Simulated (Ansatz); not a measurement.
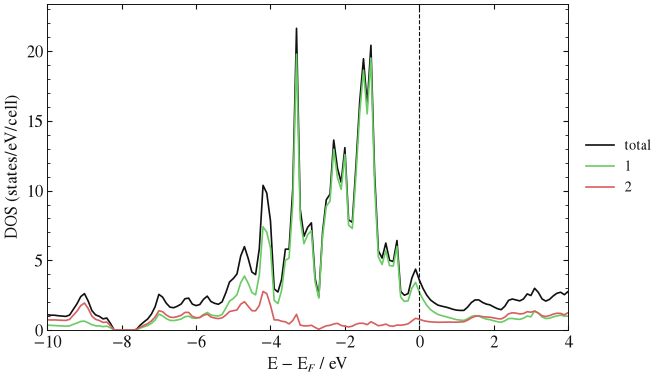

Density of states. Energies are counted from the Fermi level. The partial curves are projected on Löwdin-orthogonalised atomic shells.

Structure: SiNi₂, space group P6_3/mmc (No. 194), 6 atoms in the cell.

Ansatz 0.2.0; DFT PBEsol, scalar-relativistic, plane waves, PAW, no spin polarisation, 12×12×8 k mesh, Gaussian smearing of 0.1 eV.

Assign each number in the legend. The candidates: Ni, Si.

Answer. 1 is Ni; 2 is Si.

Metal or insulator, and how many states lie at the Fermi level?

Answer. It is a metal. The density of states at the Fermi level is about 3.4 per eV and cell (mean within 0.25 eV), or 0.57 per atom.

The run has no spin polarisation, so a magnetic state may lie lower.
